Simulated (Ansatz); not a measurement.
SiO2, space group Fd-3m:1 (No. 227), a = 7.461 Å, b = 7.461 Å, c = 7.461 Å, α = 90.00°, β = 90.00°, γ = 90.00°

```
site  Wyckoff       x       y       z
  Si       8a  0.2500  0.2500  0.2500
   O      16c  0.3750  0.1250  0.3750
```

Source: the end point of a relaxation with DFT PBE, scalar-relativistic, plane waves, PAW in Ansatz.

Question: Describe the coordination of Si.

Answer: SiO4: an essentially ideal tetrahedron (coordination number 4, S = 0.00; next best see-saw, S = 9.8). Bonds: 4 × Si–O 1.62 Å. The next neighbour, not counted, lies at 3.23 Å.

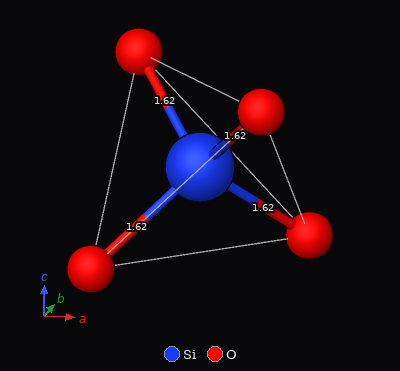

The polyhedron about Si. Shape measures S are computed against regular polyhedra or, for capped shapes, the nearer of the equal-edge and equal-bond forms.
